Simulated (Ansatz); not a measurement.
Structure data:

```yaml
crystal:
  lattice:
    - [4.14959, 0.00000, 0.00000]
    - [-2.07480, 3.59365, 0.00000]
    - [0.00000, 0.00000, 6.75967]
  atoms:
    - { symbol: Ge, position: [0.66667, 0.33333, 0.06256] }
    - { symbol: Ge, position: [0.33333, 0.66667, 0.56256] }
    - { symbol: Ge, position: [0.66667, 0.33333, 0.43744] }
    - { symbol: Ge, position: [0.33333, 0.66667, 0.93744] }
    - { symbol: H, position: [0.00000, 0.00000, 0.00000] }
    - { symbol: H, position: [0.00000, 0.00000, 0.50000] }
```

> What crystal do these data define?

This is Ge2H. The structure has P6_3/mmc (No. 194) symmetry and a primitive hexagonal lattice. The cell comprises 2 formula units: 4 Ge, 2 H. Within bonding distance, the neighbour counts come to Ge 4.

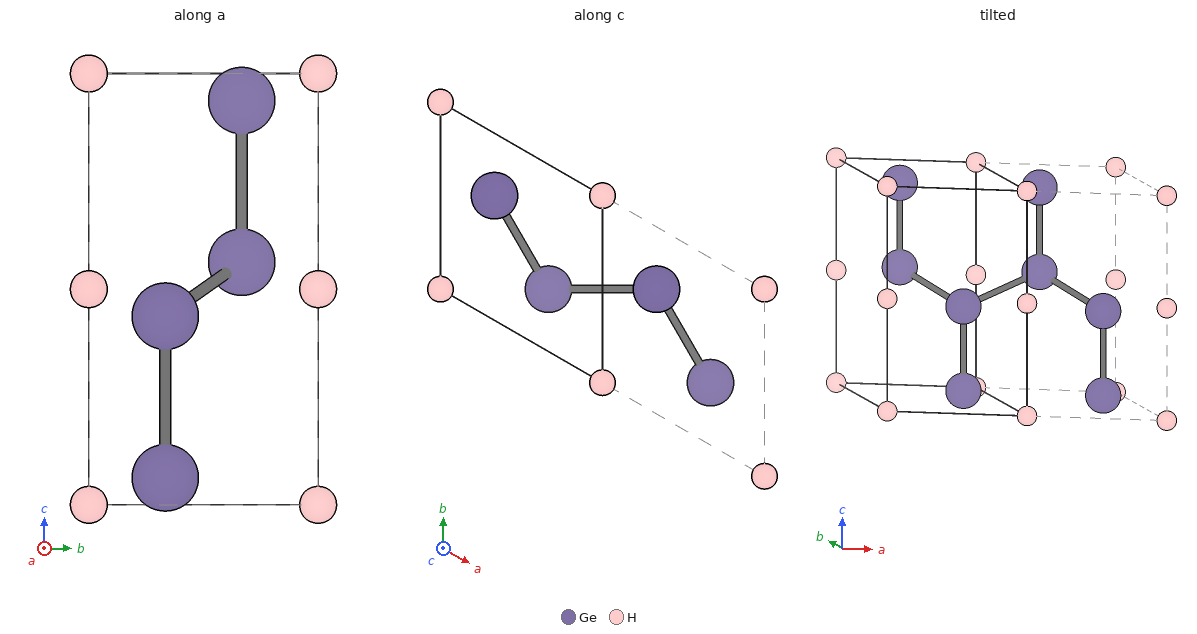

Structure drawing (ball-and-stick), viewed along the a axis, along the c axis and slightly off an axis. One conventional unit cell is drawn solid; the view covers 2×1×1 cells. Colours: germanium purple, hydrogen pink.

Origin of the cell: a structure listed in the Materials Project. The geometry comes from a coarse first relaxation with DFT PBE, scalar-relativistic, plane waves, PAW in Ansatz 0.2.0.
